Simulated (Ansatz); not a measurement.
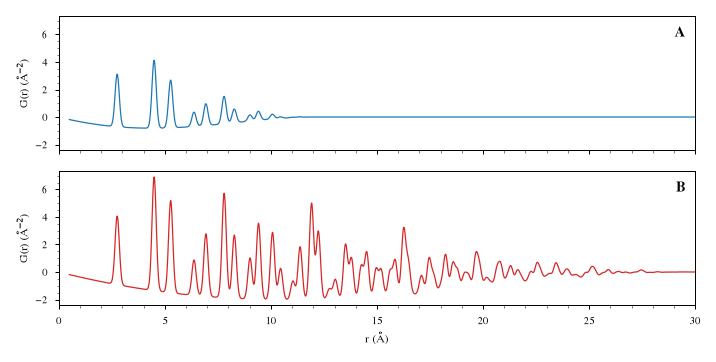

The curve is a calculated X-ray PDF: distances of the static structure, each pair weighted by the product of the atomic numbers (X-ray weights at Q = 0), broadened by Gaussians with σ = 0.10 Å, for spherical particles of Ag with the bulk structure: the bulk G(r) is multiplied by the envelope of a sphere of diameter D, 1 − 3r/2D + r³/2D³, with no surface relaxation. The number density is 0.0309 atoms per Å³. Structure used: the geometry relaxed with Ansatz 0.2.0, DFT, BLYP, plane waves (420 eV) with PAW, scalar-relativistic; the starting structure was generated, so it need not be a known form of this composition.

### The diameters are 12 and 30 Å. Which curve belongs to which?

curve A: 12 Å; curve B: 30 Å. The smaller the particle, the sooner the oscillations die out.
